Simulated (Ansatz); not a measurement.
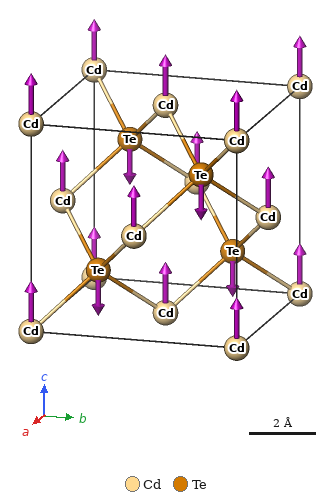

Phonons of a crystal of CdTe, space group F-43m (No. 216), at the zone centre of a doubled cell. The levels lie at 35 (×2), 127, 127, 136 (×3), 143 (×2) cm⁻¹. One mode is drawn. The purple arrows are the displacements of the atoms (eigenvector over the root of the mass), of arbitrary overall length and sign. A ball-and-stick model of the conventional cell (2 times the calculation's cell), seen slightly off an axis. Lengths and directions refer to the drawn axes.

Computed with DFT r2SCAN, scalar-relativistic, plane waves, PAW (Ansatz 0.2.0). (plane-wave cutoff 500 eV; k-point mesh 6 × 6 × 4; occupations gaussian; smearing width 0.05 eV; no spin polarisation)

Frequencies are those without the non-analytic (LO–TO) term.

To which level does it belong?

Answer. The level at 136 cm⁻¹. This is a triply degenerate mode (one member of the set is drawn), level 4 of 5, counted from below (the three translations aside). The Cd sublattice moves against the Te sublattice, along c; the kinetic energy is shared as Cd 53 %, Te 47 %. It repeats in both halves of the doubled cell: it is a zone-centre mode of the crystal.
